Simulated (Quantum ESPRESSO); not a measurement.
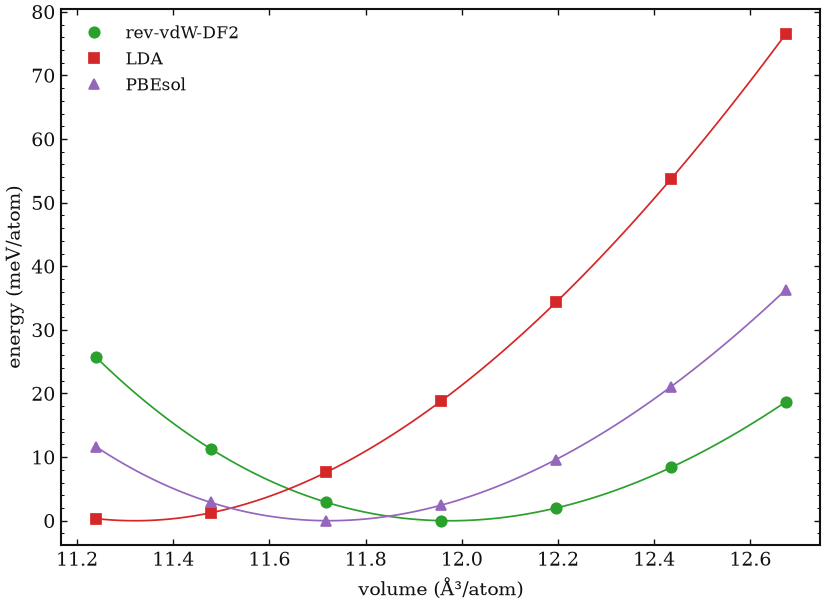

The figure shows the energy against volume, with one curve for each functional, for AlNi (space group Pm-3m).

Calculation (Quantum ESPRESSO 7.5): plane-wave DFT, collinear spins; energies at scaled volumes of the given cell, shape and fractions fixed, counted from the fit's minimum, third-order Birch-Murnaghan fit. All runs: collinear spin.

```
       setting        value
   occupations  Fermi–Dirac
smearing width      0.05 eV
   wave cutoff      1333 eV
density cutoff      5333 eV
```

Settings that differ: rev-vdW-DF2: k mesh 6×6×6, potentials PseudoDojo-0.4.1-SR-PBE-standard; LDA: k mesh 9×9×9, potentials PseudoDojo-0.4.1-SR-LDA-standard; PBEsol: k mesh 9×9×9, potentials PseudoDojo-0.4.1-SR-PBEsol-standard.

Question: Order the curves by fitted equilibrium volume, smallest first.

Answer: LDA 11.320, PBEsol 11.723, rev-vdW-DF2 11.975 Å³/atom.

Question: Order the curves by fitted bulk modulus, smallest first.

Answer: Rev-vdW-DF2 162.7, PBEsol 173.3, LDA 185.6 GPa.

Limits of the calculation: coarse k mesh (rev-vdW-DF2); potentials made for another functional (rev-vdW-DF2).

The computed values:

rev-vdW-DF2:
```tsv
volume (Å³/atom)	energy (meV/atom)
11.24	25.72
11.48	11.28
11.72	2.92
11.96	0.01
12.20	2.00
12.43	8.38
12.67	18.71
```

LDA:
```tsv
volume (Å³/atom)	energy (meV/atom)
11.24	0.34
11.48	1.25
11.72	7.59
11.96	18.78
12.20	34.31
12.43	53.69
12.67	76.53
```

PBEsol:
```tsv
volume (Å³/atom)	energy (meV/atom)
11.24	11.63
11.48	2.87
11.72	0.00
11.96	2.43
12.20	9.61
12.43	21.06
12.67	36.33
```
